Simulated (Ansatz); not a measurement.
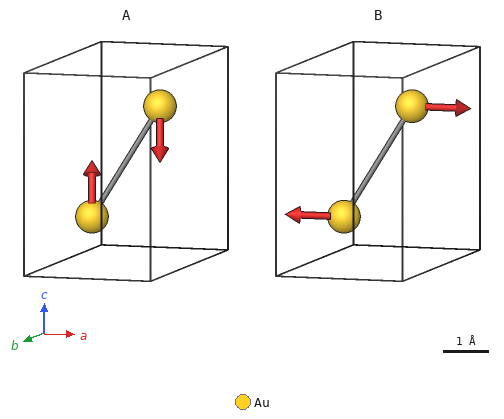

Modes of crystalline Au, space group P6₃/mmc (No. 194), at the zone centre (one member of each degenerate set). The red arrows are the displacements of the atoms (eigenvector over the root of the mass), of arbitrary overall length and sign. The picture is a ball-and-stick view of the conventional cell, seen from a free direction. Lengths and directions refer to the drawn axes.

These are results of DFT PBEsol, scalar-relativistic, plane waves, PAW (Ansatz), not measurements.

The frequencies depend somewhat on the k-mesh and the smearing.

Which are infrared-active and which Raman-active?

A is B₁g, silent by symmetry (neither infrared- nor Raman-active) (146 cm⁻¹). B is E₂g, Raman-active by symmetry (40 cm⁻¹). The crystal has a centre of inversion, so no mode is both. In a metal the free carriers screen the infrared response.
